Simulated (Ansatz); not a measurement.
## Energy of TiSi$_{2}$ along a shift of atoms along one path

System: TiSi$_{2}$ (C2/c, 6 atoms in the cell).
Method: DFT PBEsol, scalar-relativistic, plane waves, PAW, no spin polarisation (Ansatz 0.2.0).

The 7 runs differ only in the geometry, by a shift of atoms along one path in a fixed cell. The shift s is measured from run 4: Ti1 moves along the Cartesian direction (1.00, 0.00, 0.00), and Ti2, Si3, Si4, Si5 and Si6 with it in fixed proportion. The structure derives from an entry of the Crystallography Open Database.

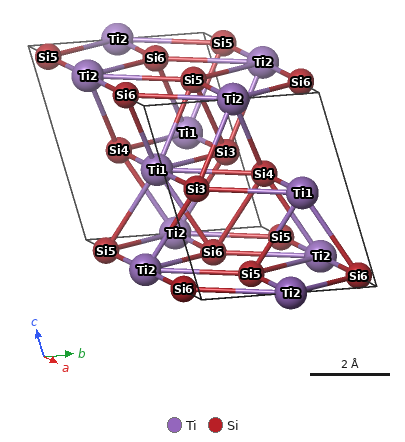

Figure 1. The structure of run 4 (ball-and-stick view of the cell 2 times as large as that of the calculation, set on its symmetry axes, seen slightly off an axis; atoms are numbered from 1 in the order of the input). An atom can appear more than once, as a periodic image.

**Input of run 4**
```yaml
crystal:
  lattice:
    - [0.0, 4.0910612953, 4.2480470636]
    - [2.3808780418, 0.0, 4.2480470636]
    - [2.3808780418, 4.0910612953, 0.0]
  atoms:
    - { symbol: Ti, position: [0.7405497049, 0.7594502951, 0.7594502951] }
    - { symbol: Ti, position: [0.5094502951, 0.4905497049, 0.4905497049] }
    - { symbol: Si, position: [0.0835164255, 0.4221311468, 0.0888176993] }
    - { symbol: Si, position: [0.4055347284, 0.0888176993, 0.4221311468] }
    - { symbol: Si, position: [0.1664835745, 0.8278688532, 0.1611823007] }
    - { symbol: Si, position: [0.8444652716, 0.1611823007, 0.8278688532] }
basis:
  ecutwfc: 420
kpoints:
  mp_grid: { grid: [14, 14, 14] }
hamiltonian:
  xc: pbesol
scf:
  occupations: { method: gaussian, width: 0.15 }
output:
  forces: true
  stress: true
  eigenvalues: true
```

Command:
```bash
ansatz run input.yaml --threads 2 --pin off --max-ram 5120MiB --backend cpu --events-out ev --progress --plain --runs-dir out
```

Run 6 differs from it as follows:
```diff
-    - { symbol: Ti, position: [0.7405497049, 0.7594502951, 0.7594502951] }
-    - { symbol: Ti, position: [0.5094502951, 0.4905497049, 0.4905497049] }
-    - { symbol: Si, position: [0.0835164255, 0.4221311468, 0.0888176993] }
-    - { symbol: Si, position: [0.4055347284, 0.0888176993, 0.4221311468] }
-    - { symbol: Si, position: [0.1664835745, 0.8278688532, 0.1611823007] }
-    - { symbol: Si, position: [0.8444652716, 0.1611823007, 0.8278688532] }
+    - { symbol: Ti, position: [0.7310994099, 0.7689005901, 0.7689005901] }
+    - { symbol: Ti, position: [0.5189005901, 0.4810994099, 0.4810994099] }
+    - { symbol: Si, position: [0.0808657886, 0.430429356, 0.0914683362] }
+    - { symbol: Si, position: [0.3972365192, 0.0914683362, 0.430429356] }
+    - { symbol: Si, position: [0.1691342114, 0.819570644, 0.1585316638] }
+    - { symbol: Si, position: [0.8527634808, 0.1585316638, 0.819570644] }
```

**Results, with one run withheld**

```tsv
run	shift s of Ti1 (Å)	free energy per atom, from the lowest run given (meV)	pressure (GPa)	force along the path (eV/Å)
1	−0.1650	48.82	1.64	5.253
2	−0.1050	9.70	0.40	2.591
3	−0.0150	0.00	0.10	−1.291
4	0.0000	4.04	0.22	−1.940
5	0.0300	16.99	0.63	−3.246
6	0.0450	?	?	?
7	0.0600	36.54	1.25	−4.575
```

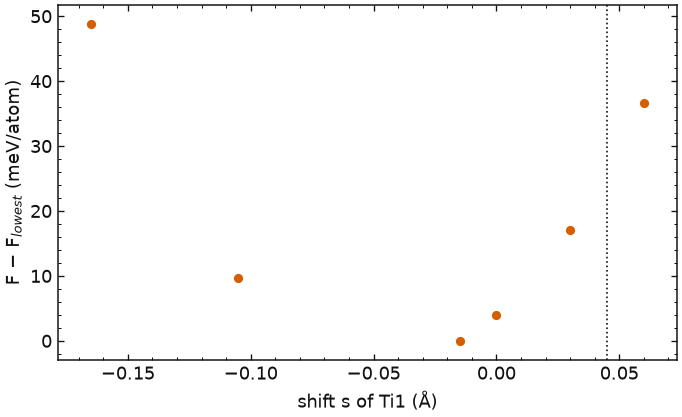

Figure 2. Free energy per atom of the runs given; the dotted line marks run 6.

What should run 6 give?

A cubic polynomial in the coordinate, fitted to the 6 runs given, misses them by at most 0.05 meV per atom. With x = s + 0.0325, it reads F = −2.7238 + 90.639 x + 3612.1 x² − 57.863 x³ (meV per atom). At run 6 it gives 25.97 meV per atom, and the run itself gives 25.93. The slope of the fit gives a force −dF/ds of −3.897 eV/Å along the path (summed over the atoms that move), and the printed forces give −3.907 eV/Å. The fit has its minimum at s = −0.0450 Å.

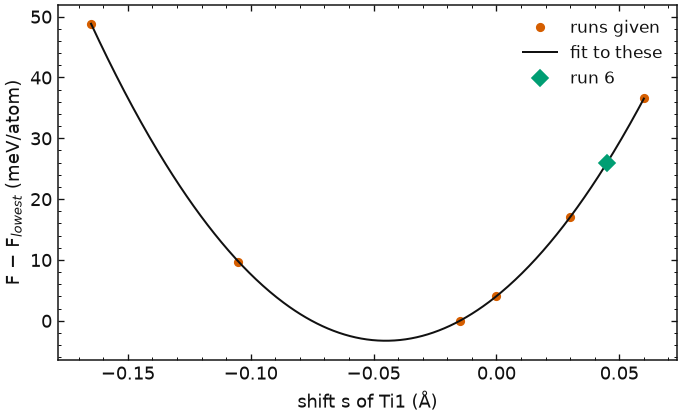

Figure 3. The fit and the withheld run.

**Output, shortened to warnings, some set-up lines, iterations and results (run 6)**
```
Basis set: ecut = 420 eV, 1601 PW (Γ), exchange–correlation on 80×72×64 points (8 copies of the dense FFT grid, shifted against one another)
Symmetry: 4 space group operations
k-points: 744 of 2744
Initial density: superposition of atomic densities (neutral atoms: chi_scale 0, normalization atom), corrected by the library's trained network
[...]
SCF iter   1: F=—  HF=-7437.632726 eV  |F-HF|=—  |Δ(HF+E_count)|=         —  Δρ=4.26e-3  dr2=1.99e-2  ethr=1.77e-3  ⟨swp⟩=6.0  Hψ=95704  notcnv=0
SCF iter   2: F=—  HF=-7437.629198 eV  |F-HF|=—  |Δ(HF+E_count)|=   3.53e-3  Δρ=2.50e-3  dr2=6.94e-3  ethr=4.98e-5  ⟨swp⟩=1.0  Hψ=25296  notcnv=0
SCF iter   3: F=—  HF=-7437.627485 eV  |F-HF|=—  |Δ(HF+E_count)|=   1.71e-3  Δρ=2.25e-4  dr2=5.11e-5  ethr=1.73e-5  ⟨swp⟩=2.0  Hψ=26694  notcnv=0
SCF iter   4: F=—  HF=-7437.627470 eV  |F-HF|=—  |Δ(HF+E_count)|=   1.52e-5  Δρ=8.05e-5  dr2=5.84e-6  ethr=1.28e-7  ⟨swp⟩=2.0  Hψ=27598  notcnv=0
SCF iter   5: F=—  HF=-7437.627469 eV  |F-HF|=—  |Δ(HF+E_count)|=   9.67e-7  Δρ=2.31e-5  dr2=2.82e-7  ethr=1.46e-8  ⟨swp⟩=3.0  Hψ=34266  notcnv=0
SCF iter   6: F=-7437.627469 eV  HF=-7437.627469 eV  |F-HF|=4.51e-9  |Δ(HF+E_count)|=   3.67e-8  Δρ=3.66e-6  dr2=1.03e-8  ethr=2.50e-10  ⟨swp⟩=8.4  Hψ=83121  notcnv=0
SCF 1 converged in 6 iterations: F = -7437.627469 eV  dr2 = 1.03e-8
SCF converged after 6 iterations
Free energy (F): -7437.627469 eV
Harris-Foulkes:  -7437.627469 eV  (|F-HF|=4.51e-9)
Internal energy: -7437.602637 eV  (E = F + TS)
E sigma→0 (E₀):  -7437.615053 eV
Entropy (-TS):   -0.024832 eV (-4.139 meV/atom)
Fermi energy:    12.748989 eV
--- Per-component energies (eV) ---
  E_band       = -206.588470
  E_kinetic    = 721.840200
  E_local      = -2012.943431  (includes V_loc(G=0)·N_el)
  E_nonlocal   = 120.456509
  E_hartree    = 879.112304
  E_xc         = -421.510946
  E_vxc        = -442.681784  (∫ρ·V_xc dr)
  E_paw        = -4040.833034  (= ΣΔE_a)
  E_vpaw       = -351.482764  (= ΣTr[D̂ρ^β])
  E_aug_tail   = 0.000244  (compensation charges beyond the density's cutoff)
  E_ewald      = -2684.129495
  E_core_change = 0.405011  (= ΣΔE_core)
  E_smearing   = -0.024832  (= −TS)
  E_closure    = 0.000000  (closes the sum)
  Σ components = -7437.627469   (vs F -7437.627469, Δ=0.00e0)
--- Forces (eV/Å), atoms counted from 1 ---
  atom   1  Ti    -1.08393496     0.00000000    -0.00000000
  atom   2  Ti     1.08393496     0.00000000     0.00000000
  atom   3  Si    -0.38851801    -0.06735038    -0.39335655
  atom   4  Si    -0.38851801     0.06735038     0.39335655
  atom   5  Si     0.38851801     0.06735038     0.39335655
  atom   6  Si     0.38851801    -0.06735038    -0.39335655
  max |Σ_I F_I| component: 5.55e-17 eV/Å
--- Stress (GPa, compression-positive) ---
        0.293028       0.000000      -0.000000
        0.000000      -0.069983       2.578906
       -0.000000       2.578906       2.528973
  P = ⅓ Tr σ = 0.9173 GPa (9.173 kbar)
```
